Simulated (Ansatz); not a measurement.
**Hg: 6 runs along one coordinate**

System: Hg (Fm-3m, 1 atom in the cell).
Method: DFT, RPBE, plane waves (420 eV) with PAW, scalar-relativistic, no spin polarisation (Ansatz 0.2.0).

The 6 runs differ only in the geometry, by an even scaling of the cell at fixed fractional positions.

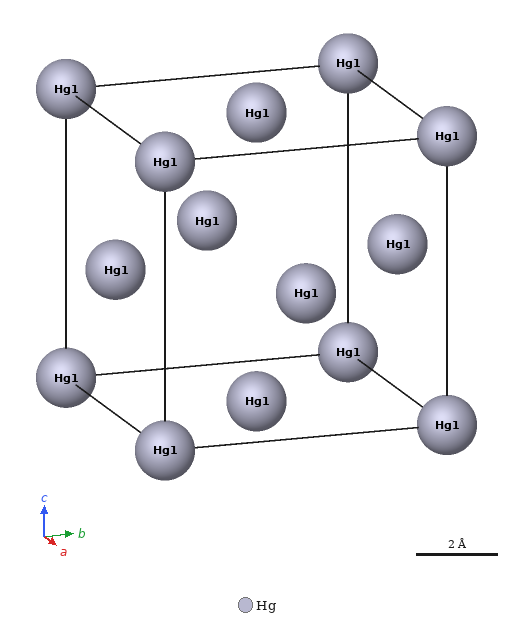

Figure 1. The structure of run 4 (spheres-only view of the cell 4 times as large as that of the calculation, set on its symmetry axes, seen slightly off an axis; atoms are numbered from 1 in the order of the input).

**Input of run 4**
```yaml
crystal:
  lattice:
    - [0.0, 3.6987711439, 3.6987711439]
    - [3.6987711439, 0.0, 3.6987711439]
    - [3.6987711439, 3.6987711439, 0.0]
  atoms:
    - { symbol: Hg, position: [0.0, 0.0, 0.0] }
hamiltonian:
  xc: rpbe
  pseudopotentials:
    kind: paw
    azcp:
      Hg: "pseudopotentials/Hg.paw.azcp"
basis:
  ecutwfc: 420
  fft_grid_basis: typed
kpoints:
  mp_grid: { grid: [9, 9, 9], shift: [0, 0, 0] }
magnetization:
  spin_polarized: false
scf:
  occupations: { method: fermi_dirac, width: 0.1 }
  lower_state_search: "off"
output:
  stress: true
```

Lattice vectors (Å) and fractional positions of run 4:
```
   0.000000    3.698771    3.698771
   3.698771    0.000000    3.698771
   3.698771    3.698771    0.000000
Hg  0.000000  0.000000  0.000000
```

Run 5 differs from it as follows:
```diff
-    - [0.0, 3.6987711439, 3.6987711439]
-    - [3.6987711439, 0.0, 3.6987711439]
-    - [3.6987711439, 3.6987711439, 0.0]
+    - [0.0, 3.7455960027, 3.7455960027]
+    - [3.7455960027, 0.0, 3.7455960027]
+    - [3.7455960027, 3.7455960027, 0.0]
```

**Results, with one run withheld**

```tsv
run	volume per atom (Å³)	free energy per atom, from the lowest run given (meV)	pressure (GPa)
1	85.635	5.60	0.10
2	89.528	3.45	0.08
3	93.420	1.90	0.05
4	101.205	0.24	0.02
5	105.098	?	?
6	108.990	0.00	−0.01
```

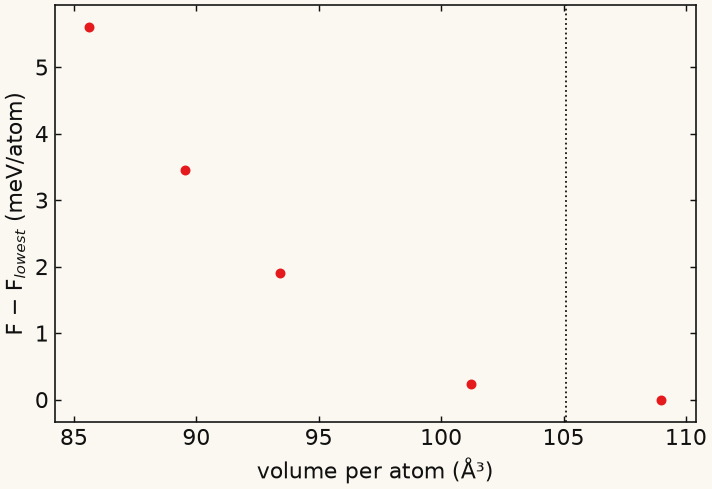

Figure 2. Free energy per atom of the runs given; the dotted line marks run 5.

Fit the runs given and predict run 5.

A cubic polynomial in V^(−2/3) (the Birch–Murnaghan form), fitted to the 5 runs given, misses them by under 0.01 meV per atom. With x = V^(−2/3) − 0.04798 Å⁻², it reads F = 1.3818 + 813.3 x + 1.1432e+05 x² − 3.3861e+05 x³ (meV per atom). At run 5 it gives −0.03 meV per atom, and the run itself gives −0.03. The slope of the fit gives a pressure −dF/dV of 0.00 GPa there, and the run prints 0.00 GPa. The fit has its minimum at 106.608 Å³ per atom, where V d²F/dV² gives 0.312 GPa: the bulk modulus at this level, since symmetry fixes the shape and the positions.

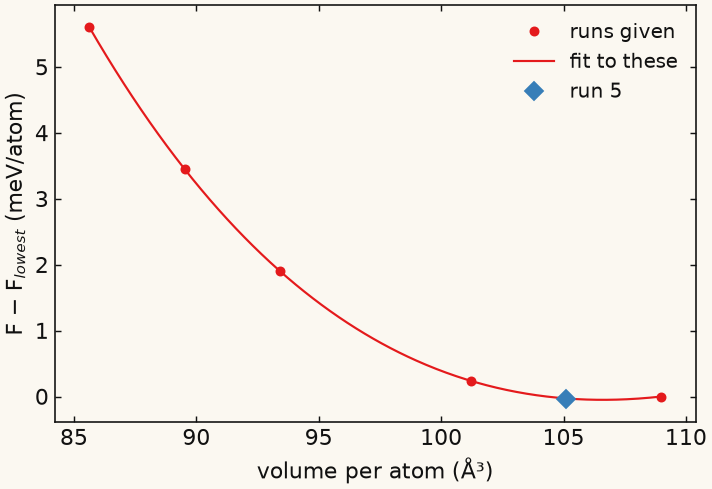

Figure 3. The fit and the withheld run.

**Output, shortened to warnings, some set-up lines, iterations and results (run 5)**
```
Basis set: ecut = 420 eV, 2085 PW (Γ)
Symmetry: 48 space group operations
k-points: 35 of 729
Initial density: superposition of atomic densities (neutral atoms: chi_scale 0, normalization atom), corrected by the library's trained network
[...]
SCF iter   1: F=—  HF=-13828.318265 eV  |F-HF|=—  |Δ(HF+E_count)|=         —  Δρ=8.57e-4  dr2=8.53e-4  ethr=1.77e-3  ⟨swp⟩=4.3  Hψ=2457  notcnv=0
SCF iter   2: F=—  HF=-13828.318205 eV  |F-HF|=—  |Δ(HF+E_count)|=   6.06e-5  Δρ=3.05e-4  dr2=4.44e-5  ethr=4.26e-6  ⟨swp⟩=3.1  Hψ=1137  notcnv=0
SCF iter   3: F=—  HF=-13828.318183 eV  |F-HF|=—  |Δ(HF+E_count)|=   2.20e-5  Δρ=1.20e-4  dr2=6.10e-6  ethr=2.22e-7  ⟨swp⟩=2.1  Hψ=740  notcnv=0
SCF iter   4: F=-13828.318181 eV  HF=-13828.318181 eV  |F-HF|=2.18e-8  |Δ(HF+E_count)|=   1.15e-6  Δρ=1.60e-5  dr2=9.70e-8  ethr=3.05e-8  ⟨swp⟩=2.9  Hψ=776  notcnv=0
SCF iter   5: F=-13828.318181 eV  HF=-13828.318181 eV  |F-HF|=1.44e-9  |Δ(HF+E_count)|=   1.34e-8  Δρ=2.04e-6  dr2=1.39e-9  ethr=4.85e-10  ⟨swp⟩=2.1  Hψ=716  notcnv=0
SCF iter   6: F=-13828.318181 eV  HF=-13828.318181 eV  |F-HF|=3.64e-12  |Δ(HF+E_count)|=   2.06e-9  Δρ=8.85e-8  dr2=5.89e-12  ethr=6.95e-12  ⟨swp⟩=1.6  Hψ=1472  notcnv=0
SCF 1 converged in 6 iterations: F = -13828.318181 eV  dr2 = 5.89e-12
SCF converged after 6 iterations
Free energy (F): -13828.318181 eV
Harris-Foulkes:  -13828.318181 eV  (|F-HF|=3.64e-12)
Internal energy: -13828.318181 eV  (E = F + TS)
E sigma→0 (E₀):  -13828.318181 eV
Fermi energy:    -0.028780 eV
--- Per-component energies (eV) ---
  E_band       = -660.792158
  E_kinetic    = 605.784896
  E_local      = -4492.611666  (includes V_loc(G=0)·N_el)
  E_nonlocal   = 72.320674
  E_hartree    = 1930.425143
  E_xc         = -220.511990
  E_vxc        = -261.169881  (∫ρ·V_xc dr)
  E_paw        = -9961.055091  (= ΣΔE_a)
  E_vpaw       = -445.967229  (= ΣTr[D̂ρ^β])
  E_aug_tail   = 0.000950  (compensation charges beyond the density's cutoff)
  E_ewald      = -1762.613704
  E_core_change = -0.057394  (= ΣΔE_core)
  E_smearing   = -0.000000  (= −TS)
  E_closure    = 0.000000  (closes the sum)
  Σ components = -13828.318181   (vs F -13828.318181, Δ=0.00e0)
--- Stress (GPa, compression-positive) ---
        0.004339       0.000000       0.000000
        0.000000       0.004339      -0.000000
        0.000000      -0.000000       0.004339
  P = ⅓ Tr σ = 0.0043 GPa (0.043 kbar)
```

Notes: Spin–orbit coupling is left out, which matters for Hg.
